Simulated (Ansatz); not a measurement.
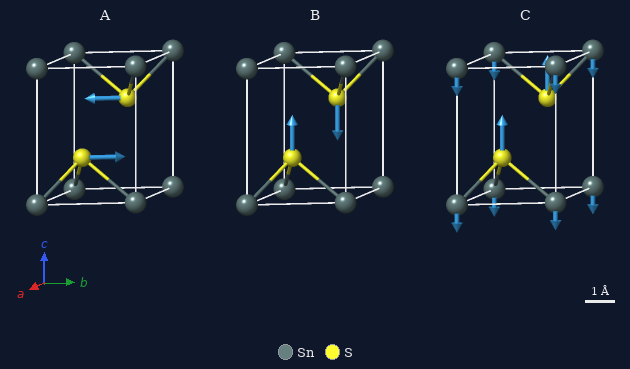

Modes of solid SnS$_{2}$ relaxed at 25 GPa, space group P-3m1 (No. 164), at the zone centre (one member of each degenerate set). Displacements are drawn as blue arrows; their common scale and sign are arbitrary. The picture is a ball-and-stick view of the cell of the calculation, seen slightly off an axis.

These are results of DFT PBE+D3(BJ), scalar-relativistic, plane waves, PAW in Ansatz 0.2.0, not measurements.

The frequencies depend somewhat on the k-mesh and the smearing.

### Give the symmetry species and the selection rules of each.

A is E_g, Raman-active by symmetry (314 cm⁻¹). B is A₁g, Raman-active by symmetry (357 cm⁻¹). C is A₂u, infrared-active by symmetry (367 cm⁻¹). The crystal has a centre of inversion, so no mode is both. In a metal the free carriers screen the infrared response.
